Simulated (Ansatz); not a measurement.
**Molecular dynamics of C$_{2}$H$_{19}$NO$_{8}$ (part 4 of 4)**

C$_{2}$H$_{19}$NO$_{8}$ (disordered cell, 30 atoms in the cell); DFT PBE-D3(BJ), scalar-relativistic, plane waves, PAW, no spin polarisation (Ansatz 0.2.0); cutoff 420 eV, 1×1×1 k-mesh, Fermi–Dirac smearing of 0.02 eV. It belongs to a series of runs on one base structure; here: dynamics from the last frame of the run before.

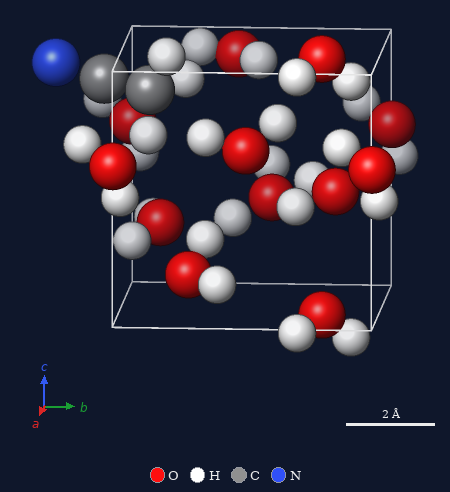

**Figure 1.** The geometry at step 347 of the log (spheres-only view of the cell of the calculation, seen at an oblique angle).

### Trajectory as extended XYZ, continued
```
30
Lattice="5.8497 0.0000 0.0000 0.0000 5.8497 0.0000 0.0000 0.0000 5.8497" Properties=species:S:1:pos:R:3:forces:R:3 step=267 time_fs=200.2 energy=-5723.07460 temperature=1477.3 pressure_GPa=1.35
O     6.4606    5.5830    3.3846   -4.8948   2.2245   1.2762
H     5.4550    5.1674    3.4455    3.1402   0.4971   0.1843
H     7.0029    6.1713    1.7549    2.1996   0.0531   0.6784
O     2.0051    0.6498    1.2724    2.1426   0.4103   1.4214
H     1.3630    2.4927    1.9957    0.3706   0.4329  -0.0954
H     3.0827    0.6211    1.8869   -4.9939  -1.4969  -1.6121
O     1.8105    3.2019    2.5273   -0.5280  -0.4594  -0.9288
H     1.5076    2.9053    5.4094   -1.7409  -2.1245  -1.1619
H     2.2688    2.5943    3.1127    0.3065   0.0190   0.8440
O     3.9569    5.0158    2.6867   -1.9876  -0.6524  -0.3070
H     3.6122    4.0728    2.5334   -0.5553   1.1635   0.9147
H     4.6993    4.9192    2.1350    2.2470   0.5601  -1.8017
O     5.1999    1.8087    1.5634   -2.1779  -0.0219  -1.9331
H     4.2651    1.5055    1.7386    1.2368   0.4878   0.7772
H     4.9871    2.0412    0.6070    1.3159   0.0600   0.9342
O     5.4810    4.4998    6.1674   -4.0483   0.4086   0.4442
H     5.9907    3.9806    6.7642    1.0501  -0.8280   0.9426
H     4.4638    4.2812    6.4521    3.2159   0.5741  -1.2444
O     4.6270    2.9425    3.8162   -2.8940  -1.4373  -2.4602
H     5.5182    3.0543    3.5673    2.0019   0.2056   0.9549
H     4.2529    3.0791    4.6656    0.7314   1.0005   1.1945
O     0.8494    2.1140    4.9655    0.7525   0.7555   2.0009
H     0.7242    1.2966    5.5559    1.1014   1.5989  -0.5641
H     0.1843    0.6803    3.6840    2.0604  -2.3277  -0.8715
C     3.2854    0.7654    4.7226    0.6124   0.9589   1.8998
C     3.0072   -0.6329    5.0976   -2.8141  -4.1305   0.9554
N     2.6806   -1.8100    5.3469    1.6963   6.6766  -0.8871
H     4.2255    1.1120    5.2648   -0.0134  -1.4553  -1.8373
H     3.1503    0.9228    3.6134    0.6808  -0.1693   1.6597
H     2.8116    1.7558    5.3239   -0.2140  -2.9834  -1.3778
30
Lattice="5.9980 0.0000 0.0000 0.0000 5.9980 0.0000 0.0000 0.0000 5.9980" Properties=species:S:1:pos:R:3:forces:R:3 step=293 time_fs=219.8 energy=-5724.37927 temperature=1517.0 pressure_GPa=12.00
O     6.5684    5.8022    3.5101    1.6665   3.2049   1.3354
H     7.2733    6.0387    4.2391   -2.1811  -1.1854  -1.3401
H     8.1001    6.9855    2.3168   -0.5174   0.5896   1.4297
O     2.3475    0.4401    1.6057   -6.4202   5.2805  -5.5004
H     1.9808    2.4799    1.9907   -0.2026   2.4109   1.1588
H     3.0084   -0.0283    1.8924    5.8762  -4.9522   2.9012
O     1.9360    3.3715    2.5087   -0.3102  -2.4269  -0.5237
H     2.0389    2.9788    5.6183   -3.2839  -1.0776  -0.8608
H     1.6547    3.1413    3.4347    0.2109  -0.0616  -0.6685
O     3.7537    5.1393    2.8302   -0.3594  -2.0983   0.3103
H     3.6540    4.2206    3.2492   -0.5295   0.6266  -1.7038
H     4.6130    5.2059    3.1626    3.1316   1.0073   0.5242
O     5.4954    1.9044    1.2696   -3.4532  -1.8614   1.5431
H     4.6423    1.4743    1.6960    2.3690   0.5707  -0.0257
H     4.9213    2.3237    0.6136    0.6020   0.9426  -0.8961
O     5.5232    4.4517    6.1540   -0.9653   1.8703   1.9824
H     5.8498    3.9616    6.9476    0.1581   0.3752  -0.5690
H     5.0058    5.2111    6.5998    1.1599  -1.5873  -0.7129
O     4.8490    3.1721    3.9535   -3.8418  -0.9544  -1.1526
H     5.7568    3.0274    3.8383    2.2154   0.2401   0.8483
H     4.5145    3.6795    4.7077    1.6073  -0.2315   0.7081
O     1.0187    2.4809    5.3267    2.8637   0.4331  -0.0578
H     0.7277    1.6984    5.8427    0.6307   0.4251   0.0442
H     0.5915    0.7487    3.1155   -0.8011  -1.9507   0.3882
C     3.4088    0.6270    4.9822    2.1248   3.6757   0.1583
C     3.0252   -0.6440    5.2178    1.5734   3.3079  -0.3714
N     2.7616   -1.7039    5.3770   -1.9720  -6.9908   1.6793
H     4.5391    0.8156    4.8236   -1.4560  -0.7069   0.0467
H     2.9275    0.8343    3.9906    0.4561   1.0322   1.2129
H     3.1811    1.1358    5.9948   -0.3513   0.0918  -1.8883
30
Lattice="6.0462 0.0000 0.0000 0.0000 6.0462 0.0000 0.0000 0.0000 6.0462" Properties=species:S:1:pos:R:3:forces:R:3 step=320 time_fs=240.0 energy=-5724.50970 temperature=1529.8 pressure_GPa=9.64
O     6.4716    5.9969    3.7717    3.0863  -0.9281  -2.3501
H     7.3881    5.5821    3.4575   -2.2011   0.3310   1.7781
H     8.7495    6.5191    2.6502    0.5148  -0.4019   0.2243
O     2.5507    0.5265    1.7098   -1.5611   3.1037  -0.7456
H     2.2003    2.5828    1.9681   -0.7499   1.7581   1.0726
H     2.4661   -0.3591    1.4038    0.0569  -1.3842  -0.1950
O     1.9919    3.4749    2.4373   -1.4361  -2.8767   0.6430
H     1.8428    3.4435    5.5103   -1.1947  -2.1931  -0.0769
H     1.3524    3.1961    3.2052    1.4254   0.4599  -1.8042
O     3.7889    5.0830    2.9379    2.0755  -1.2128  -0.4275
H     3.8558    4.1648    2.5750   -1.4735   0.4850   0.1533
H     4.6903    4.9431    3.2605    0.7069   1.0910   0.6316
O     5.5872    1.8040    1.0102   -2.5084   1.2348   2.7653
H     4.9243    1.8979    1.7663    0.6345  -1.3852  -0.4833
H     5.4617    2.7749    0.8605    0.9588  -0.5472  -0.8862
O     5.4490    4.5937    6.2437    2.1861  -3.6904   0.2574
H     6.4235    4.2255    6.1060   -2.2832  -0.3203   0.4071
H     5.6443    5.4668    6.0931    0.1970   4.0442  -0.4443
O     4.9129    3.1867    3.9974   -1.3759   1.9222  -0.3431
H     5.3668    2.3716    3.9570    1.5696  -0.9529   1.1313
H     5.0317    3.8240    4.8027    0.4897  -1.8660  -0.6790
O     1.0550    2.6485    5.5506    0.2107   2.9160  -3.2958
H     1.3633    2.1401    6.2453    0.8336  -2.0182   2.3277
H     0.3570    0.2885    2.8449   -0.9752   0.5270   0.3085
C     3.6384    0.8233    5.1743   -1.3980  -4.1497  -4.5660
C     3.0037   -0.6730    5.1903    0.8619   2.6566  -0.6706
N     2.7785   -1.7550    5.5576    0.7929   2.1638  -0.0249
H     4.5070    0.7633    4.5398    0.9461  -0.7781   0.4626
H     3.1834    1.6199    4.6156   -1.4783   0.4477   0.6911
H     3.7628    0.7317    6.1546    1.0889   1.5638   4.1388
30
Lattice="5.9752 0.0000 0.0000 0.0000 5.9752 0.0000 0.0000 0.0000 5.9752" Properties=species:S:1:pos:R:3:forces:R:3 step=347 time_fs=260.2 energy=-5725.27094 temperature=1685.4 pressure_GPa=13.94
O     6.4234    6.0255    3.8396    1.1580   0.5379   0.9521
H     5.9661    5.2913    4.2623   -0.0080  -0.3863  -0.3776
H     9.0955    6.2181    1.5211   -0.0299  -1.2622   0.3257
O     2.4497    0.8434    1.8351    7.4712   4.4167   0.2504
H     2.2733    2.4992    1.9339   -0.4010   0.7318   1.1986
H     1.6319    0.6078    1.8140   -7.7235  -3.3115  -0.3950
O     2.0529    3.3858    2.3814   -1.4762  -0.3432   0.5662
H     1.8499    3.0630    5.5501    3.4332   1.3344   0.1704
H     1.2686    3.3029    3.0169    1.3665  -0.3774  -1.0787
O     3.9915    4.9986    2.8878    2.2004  -3.1760  -1.2986
H     3.1807    4.4152    2.9990   -0.0318   0.5220  -0.4360
H     4.6144    4.1254    2.6278   -1.7940   3.2717   0.8184
O     5.3709    1.7173    1.1480    2.1759   0.6500  -0.1734
H     4.9687    2.0686    1.9089   -1.6800   0.5522   2.1950
H     6.0987    2.4290    1.0517   -0.8192  -1.0426  -0.7626
O     5.4677    4.7983    6.2430    2.3056  -3.9535   2.9209
H     6.2738    4.2864    5.9506   -1.0068   0.8233   0.1075
H     5.1994    5.4497    5.6786   -0.6237   2.8648  -2.1364
O     4.9525    2.9988    3.9830    0.3153  -0.7139  -1.2915
H     5.1893    2.0952    4.3175   -0.1585   1.6615   0.5229
H     4.6185    3.7167    4.5785    0.2205  -1.5129   0.2857
O     1.0846    2.5484    5.5538   -3.6574   1.7719  -0.6539
H     1.0514    1.6512    5.6954    0.7713  -3.2457   0.2121
H    -0.0189    0.1813    3.0268   -0.8451  -0.0181  -1.1682
C     3.6980    0.6954    5.1512    0.8052   3.2108   0.9063
C     2.9604   -0.4135    5.2667   -0.6866  -6.7454   2.6022
N     2.7735   -1.5409    5.5935   -0.9004   2.5085  -1.2206
H     4.0276    0.6836    4.1528    0.8036   0.4919  -1.2860
H     3.0095    1.4636    5.2999   -1.3667   2.1198  -0.6466
H     4.3162    1.1248    6.0430    0.1820  -1.3804  -1.1093
30
Lattice="5.8291 0.0000 0.0000 0.0000 5.8291 0.0000 0.0000 0.0000 5.8291" Properties=species:S:1:pos:R:3:forces:R:3 step=373 time_fs=279.8 energy=-5724.31246 temperature=1656.8 pressure_GPa=11.19
O     6.4031    5.9659    3.7353    1.4147  -1.1495   1.1669
H     6.0319    5.0626    3.7826    0.1120   0.1655  -0.1754
H     8.3567    6.5470    1.0217   -0.3663  -0.1264   1.0845
O     2.2986    1.1255    1.8848    4.2090   1.7132  -5.4283
H     2.5465    2.3258    2.5153   -1.2707   1.8693  -0.4849
H     1.8571    0.6172    2.4351   -3.9178  -4.6914   3.9965
O     2.0425    3.2366    2.4849   -0.3229   1.2821   1.2160
H     1.5952    2.5801    6.2688    0.4025   0.3713   0.2358
H     1.0998    3.0877    2.7266    0.6646  -0.2128  -0.0643
O     4.0917    4.7409    2.6646   -2.5740   2.7758  -3.3668
H     3.1839    5.0017    3.0056    1.0803  -1.1477   0.0924
H     3.8200    5.0997    1.6766    1.9025  -1.5920   3.0902
O     5.1491    1.6763    1.5487    1.4815  -1.4454  -4.4247
H     5.2737    2.4791    1.9905   -0.2152   2.3059   1.7010
H     5.7222    1.9022    0.6408   -1.5376  -1.0444   2.6025
O     5.6079    4.7305    6.2087   -1.1667   3.2099  -1.2413
H     6.4917    4.4068    6.1357    1.3392  -0.3297  -0.0260
H     5.6662    5.6820    5.7293    0.0921  -3.1015   1.4677
O     5.0112    2.7632    3.8649    2.6582   0.4505   1.8534
H     5.5748    3.1527    4.6612   -1.7158  -0.8807  -1.6729
H     4.1145    3.0770    3.9058   -0.5314   0.9801  -0.0235
O     1.0765    2.3739    5.4772   -0.6816  -0.7833   0.0261
H     1.7197    2.1345    4.7815   -0.5293   0.0575   0.2642
H     0.0679    0.5191    3.0435   -1.4794   1.0826  -1.6584
C     3.4975    0.8901    4.8088    2.4472   0.1332   5.0117
C     2.8853   -0.3909    5.3789    2.8670   6.7459  -2.6448
N     2.5384   -1.4496    5.5205   -1.0732  -3.9540   1.0654
H     3.8113    0.7596    3.7890   -0.7377   0.4394  -0.8524
H     3.3406    1.9244    5.4485   -0.3228  -2.2010  -2.0587
H     4.6229    0.9997    5.2360   -2.2283  -0.9224  -0.7521
30
Lattice="5.6365 0.0000 0.0000 0.0000 5.6365 0.0000 0.0000 0.0000 5.6365" Properties=species:S:1:pos:R:3:forces:R:3 step=400 time_fs=300.0 energy=-5722.23382 temperature=1574.9 pressure_GPa=9.61
O     6.3473    5.7791    3.4495   -0.3770  -0.9793   0.6881
H     6.2521    5.0378    2.7938   -0.2467   0.1692   0.6167
H     8.2184    5.7753    1.3782   -1.0798   2.5035   1.9499
O     2.1617    1.0146    1.8429    0.9976  -2.4588  -1.6792
H     2.4782    2.8090    2.2075   -2.2491   1.0656   1.0362
H     1.4133    0.7278    2.7498    1.8167   0.1223  -1.8120
O     1.8507    3.4430    2.7453    4.0785   0.0900  -0.6073
H     1.5509    1.6058    6.2870   -0.4794   0.8552   0.0747
H     0.9685    3.2207    2.6087   -2.5235  -1.6712   0.0159
O     4.0718    4.4900    2.2383    1.8595   3.6727   0.3336
H     3.4027    4.5456    2.9096   -1.1039  -0.2591   0.7089
H     4.5607    5.4439    2.3765   -2.0766  -3.3924  -1.2252
O     4.9839    1.5692    1.8897   -0.7614   2.2124  -6.9627
H     4.7843    2.5157    1.5318    0.1133  -1.0193   1.7566
H     5.0582    1.5096    0.7192    0.8866  -1.2452   2.9336
O     5.7364    4.6378    6.1595    0.5818   1.7195   0.4026
H     6.4109    3.9746    6.4520   -0.1097   1.6156   0.2360
H     6.2697    5.5346    6.1203   -1.2943  -2.6449  -0.0625
O     5.0116    2.6908    3.8445    0.3031   1.7523   1.1735
H     4.8577    3.5336    4.3578   -0.0697  -0.9318  -0.8666
H     4.4799    2.6221    3.0304   -0.1930   0.9574   1.2336
O     0.9959    1.9760    5.4797   -0.5789   0.1397   0.5007
H     0.7683    2.9417    5.5923    0.8722  -1.9051  -0.9534
H     0.0155    0.8160    3.3148   -0.1498   0.3419  -0.0659
C     3.4219    0.9211    4.5484   -0.5050  -0.5838   0.8685
C     2.8133   -0.2779    5.0893   -0.7051  -4.3801   2.6892
N     2.3912   -1.3321    5.5452    3.3524   4.8266  -2.6585
H     2.7918    0.8682    3.6647    0.6043   1.1564  -0.8503
H     3.1318    1.9936    5.0566    0.8673  -2.4949  -0.9212
H     4.4826    0.6391    4.2342   -1.8305   0.7659   1.4463
```

### Key numbers

```json
{"quantity": "outcome", "value": "finished"}
{"quantity": "mean temperature over the second half", "value": "1817 K"}
{"quantity": "trajectory", "value": "400 steps, 300 fs"}
{"quantity": "ensemble", "value": "npt_langevin"}
{"quantity": "temperature in the input", "value": "1500.0 K"}
{"quantity": "time step", "value": "0.75 fs"}
{"quantity": "electrons treated", "value": "80"}
{"quantity": "potential energy (free energy of the electrons) (last step)", "value": "−5722.2229 eV"}
{"quantity": "Fermi energy (last step)", "value": "3.617 eV"}
{"quantity": "pressure (without the kinetic term) (last step)", "value": "6.00 GPa"}
{"quantity": "largest force (length of the vector) (last step)", "value": "7.343 eV/Å"}
{"quantity": "wall time", "value": "8.7 min"}
{"quantity": "peak memory", "value": "0.49 GiB"}
```

The input asks for low accuracy. The k-point mesh is coarse for a cell of this size, so the results may not be converged. So short a trajectory is not equilibrated. The logged temperature at the start can lie below the typed one, since it is counted over all degrees of freedom.
